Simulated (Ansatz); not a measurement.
```
Sn O
1.0
     0.00000    5.56260    0.00000
    -3.21157    0.00000    0.00000
     0.00000    0.00000   10.34276
Sn O
4 8
Direct
  0.00000 0.00000 0.50000
  0.50000 0.50000 0.50000
  0.00000 0.00000 0.00000
  0.50000 0.50000 0.00000
  0.15909 0.50000 0.40633
  0.65909 0.00000 0.40633
  0.15909 0.50000 0.10260
  0.65909 0.00000 0.10260
  0.32576 0.00000 0.60260
  0.82576 0.50000 0.60260
  0.32576 0.00000 0.90633
  0.82576 0.50000 0.90633
```

Space group Cm; a structure from a database of computed crystals, not necessarily the ambient phase; changed on purpose from its base cell (all O atoms moved +0.062 Å, as atom 3 towards its neighbour atom 5 (O) at 2.749 A); not relaxed (largest force 1.1 eV/Å).

All numbers below come from DFT PBE+D3(BJ), scalar-relativistic, plane waves, PAW in Ansatz 0.2.0.

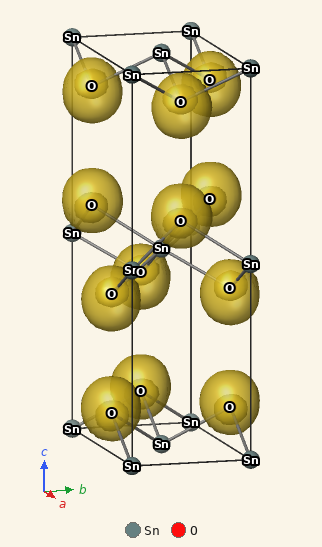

SnO$_{2}$. Isosurface of the electron localisation function at 0.75 (yellow), seen slightly off an axis. Only the valence region is drawn (cores and ρ < 0.01 e/Å³ removed). Sticks mark near contacts.

Core electrons are frozen (PAW), and the valence fields are smoothed inside the atomic spheres.

> What do the ELF domains correspond to?

At this value the surface marks out eight regions wrapped around O (the valence shell of each), counted in one cell of 12 atoms. Any copies at cell faces, edges or corners count once. Profiles from the grid: Sn–O (2.05 Å): the ELF peaks at about 0.80 in the valence shell of O, 0.6 Å from its nucleus, and is about 0.25 at the midpoint; no localised pair shows between them. Sn–O (2.10 Å): the ELF peaks at about 0.80 in the valence shell of O, 0.6 Å from its nucleus, and is about 0.25 at the midpoint; no localised pair shows between them.

> Does the calculation make it a metal, or give it a gap?

It is gapped, with a Kohn–Sham gap of 2.1 eV on the k-point mesh, an upper bound to the gap of this method.
